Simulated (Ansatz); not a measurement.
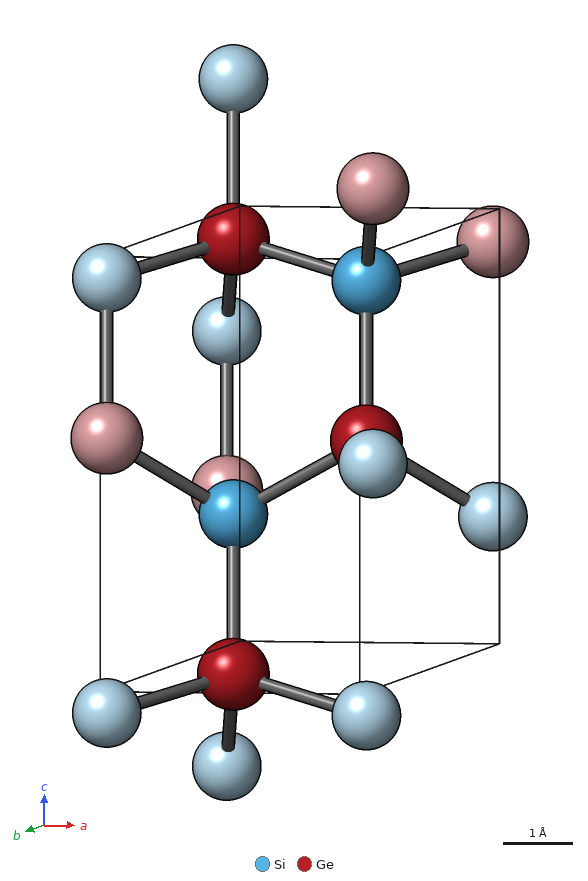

We look at a ball-and-stick model of the crystal from a general direction. One conventional unit cell is framed, with atoms on its boundary repeated. Every bond is drawn to its end, so some atoms lie outside the box, in fainter colours.

SiGe, space group P6_3mc (No. 186), a = 3.78 Å, b = 3.78 Å, c = 6.51 Å, α = 90.00°, β = 90.00°, γ = 120.00°.

Method used: DFT PBEsol, scalar-relativistic, plane waves, PAW (Ansatz 0.2.0). It ran with a cutoff energy of 420 eV, k-points on a 12×12×6 grid, Gaussian smearing of 0.02 eV, no spin polarisation.

### Metal or not?

A semiconductor at this level, with a gap of 0.13 eV.

### State the hydrostatic pressure.

The computed pressure is 4.5 GPa (compressed: it would expand). The stress isn't hydrostatic: its largest component is 6.8 GPa.

Starting structure: a structure listed in the Materials Project. The cell was then strained or its atoms displaced on purpose. Ansatz was used for an electronic-structure calculation on it.

At this level of theory the run's own cell isn't at rest (compressed, at 5 GPa), so its distances can differ from those at equilibrium, the more so the softer the solid.
